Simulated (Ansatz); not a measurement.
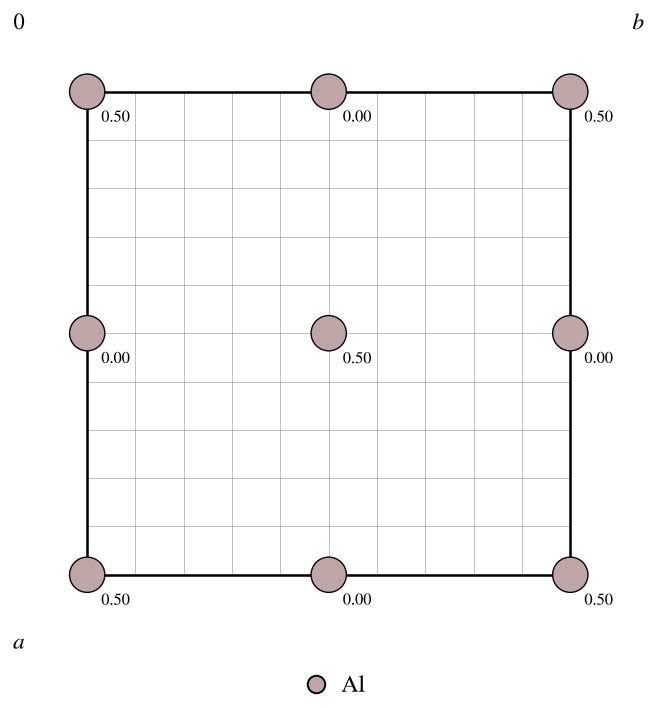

Plan of a unit cell projected along c (a down the page, b across); the numbers are heights as fractions of c, and atoms on the cell's edges are repeated. The grid marks tenths of a and b. Source: the end point of a relaxation with Ansatz 0.2.0, DFT PBE, scalar-relativistic, plane waves, PAW; the starting structure was generated, so it need not be a known form of this composition. The drawing is computed from the coordinates (standard cell, symmetry found to 0.002 Å).

a = 4.040 Å, b = 4.040 Å, c = 4.040 Å, α = 90.00°, β = 90.00°, γ = 90.00°.

Question: What does the cell contain?

Answer: 4 Al: Al, Z = 4.

Question: Which space group?

Answer: Fm-3m, No. 225, face-centred cubic.

Question: Give the independent sites, coordinates to two places.

Answer:
```json
{"atom": "Al", "site": "4b", "symmetry": "m-3m", "x": "0.00", "y": "0.50", "z": "0.00"}
```
